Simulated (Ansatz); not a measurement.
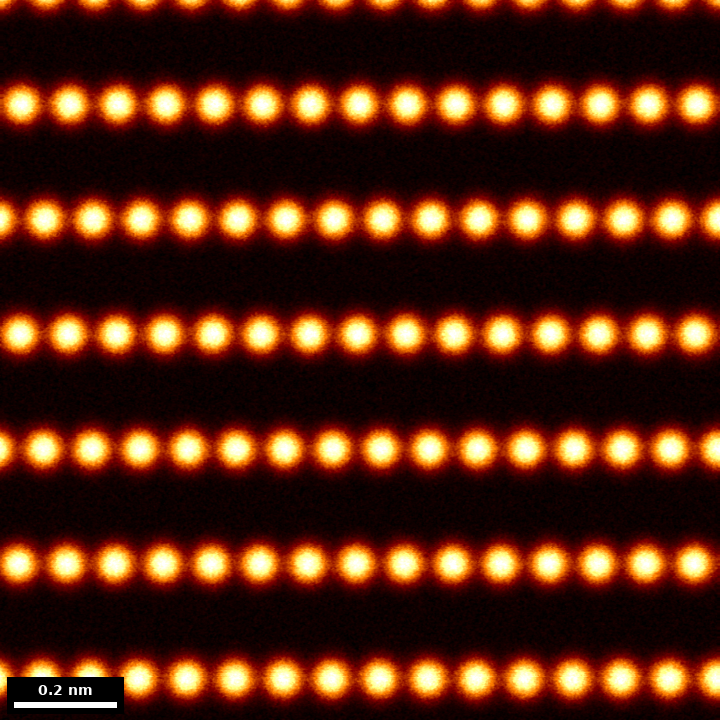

HAADF-like image of a crystal. Simulated incoherent Z contrast: every atom adds Z^1.7 spread by a probe of 0.53 Å full width; channelling and multiple scattering are left out. The display is stretched by a gamma of 0.8; percentages refer to the linear signal. Shot noise and a slight drift were added.

> Measure the repeat of the pattern.

The pattern repeats on a centred rectangular net of 0.9 × 4.5 Å.

> What is the plane group of the image?

c2mm: perpendicular mirror lines on a centred net, with further twofold points between them.

> How many columns does the smallest repeating cell hold, and how many levels of brightness?

1 column in the primitive cell of 2.1 Å², all of one brightness.

The crystal is W (Fddd, No. 70) seen along [210]. Atomic positions: coordinates from a relaxation with Ansatz, DFT, LDA (PW92), plane waves (420 eV) with PAW, scalar-relativistic; the starting structure was generated, so it need not be a known form of this composition.
